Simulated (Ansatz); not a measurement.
```
Si Ni
1.0
     2.69570   -2.69570    0.00000
     2.69570    2.69570    0.00000
     0.00000    0.00000    5.17575
Si Ni
4 2
Direct
  0.00000 0.50000 0.25000
  0.50000 0.00000 0.75000
  0.50000 0.00000 0.25000
  0.00000 0.50000 0.75000
  0.00000 0.00000 0.00000
  0.50000 0.50000 0.50000
```

Space group I4/mmm; changed on purpose from its base cell (strain +0.000 along x and y, -0.040 along z, atoms carried along); computed pressure about 7 GPa in this cell; computed without spin polarisation.

Level of theory: Ansatz, DFT PBEsol, scalar-relativistic, plane waves, PAW.

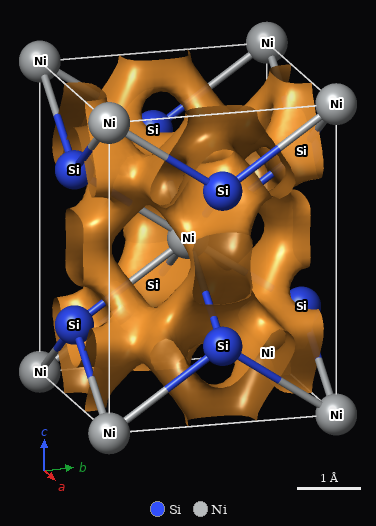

Si$_{2}$Ni. Isosurface of the electron localisation function at 0.55 (orange), seen slightly off an axis. Only the valence region is drawn (cores and ρ < 0.01 e/Å³ removed). Sticks mark near contacts.

Core electrons are frozen (PAW), and the valence fields are smoothed inside the atomic spheres.

**What do the ELF domains correspond to?**

The surface consists of one network that runs through the whole crystal, counted in one cell of 6 atoms. Regions shared between cells count once.

Values along the shortest contacts:
Si–Ni (2.30 Å): the ELF peaks at about 0.75 in the valence shell of Si, 0.9 Å from its nucleus, and is about 0.50 at the midpoint.

**Does the calculation make it a metal, or give it a gap?**

It is metallic or semimetallic at this level of theory: no gap opens.
